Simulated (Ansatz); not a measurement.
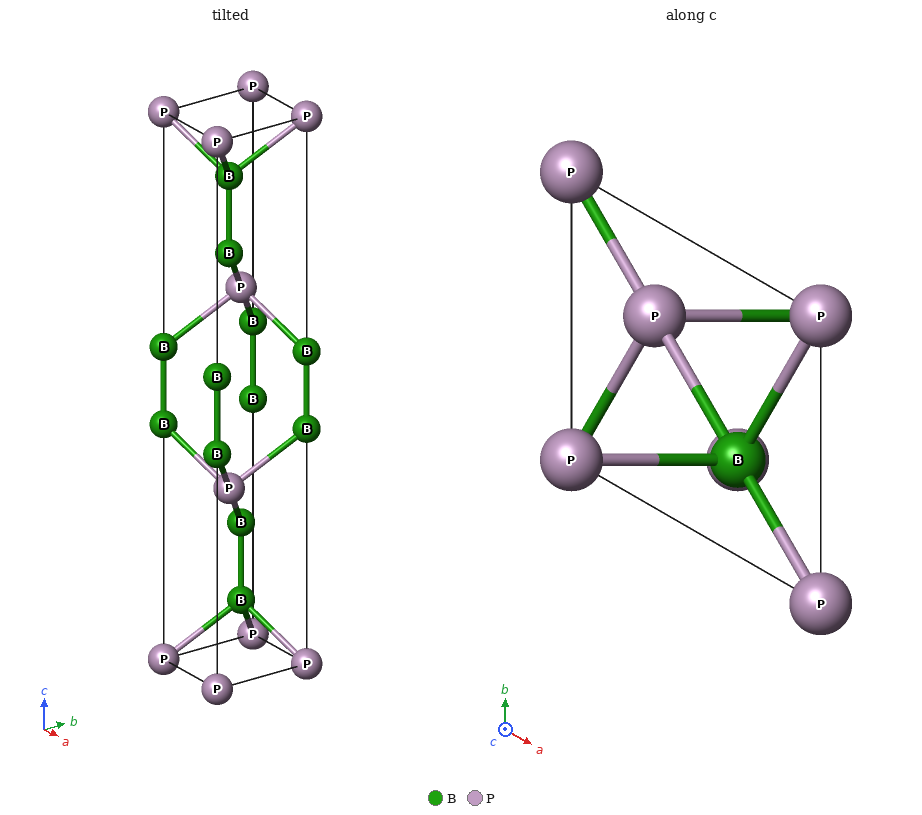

We look at a ball-and-stick model of the crystal slightly off an axis and along the c axis. The parallelepiped is the conventional unit cell. Cell: a = 3.03 Å, b = 3.03 Å, c = 11.77 Å, α = 90.00°, β = 90.00°, γ = 120.00°.

Starting structure: a structure type filled with these elements by a generator (whether the compound takes this form wasn't checked). Earlier steps of the study may have refined or changed the cell and positions. It was run through Ansatz as a DFT input.

**Notes on the structure:**

Chemical formula B$_{2}$P. The space group is R-3m (No. 166); the lattice is rhombohedral (trigonal R). Cell content 6 B, 3 P; Z = 3. The neighbours of B are three P and one B (about 2.1 Å to P, 1.7 Å to B). Each P atom is coordinated by six B in an octahedral arrangement at about 2.1 Å. The bonds build a three-dimensional framework.

Run with Ansatz, DFT PBE, scalar-relativistic, plane waves, PAW and these settings: a 420 eV plane-wave basis, k-points about 0.14 Å⁻¹ apart, Gaussian smearing of 0.1 eV, no spin polarisation.

**What is the electronic character?**

A metal: bands cross the Fermi level.

**What does a Bader analysis give?**

B +0.17 e; P -0.33 e.

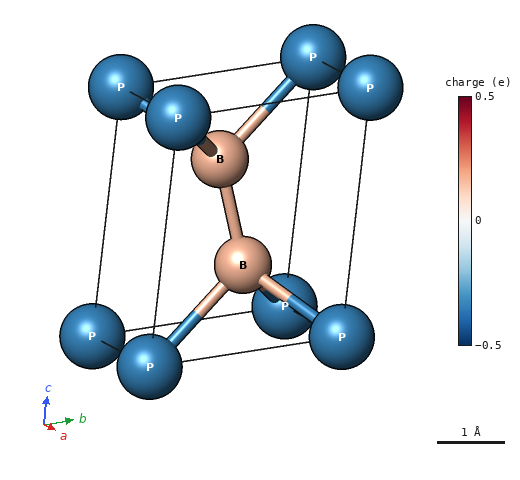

The atoms coloured by those charges. The run's cell of 3 atoms is drawn in a reduced setting, so axes and origin can differ from the first picture.

**Can this geometry be taken as optimised?**

Yes. All forces vanish to within 0.01 eV/Å. The pressure is 0.0 GPa, close to zero.
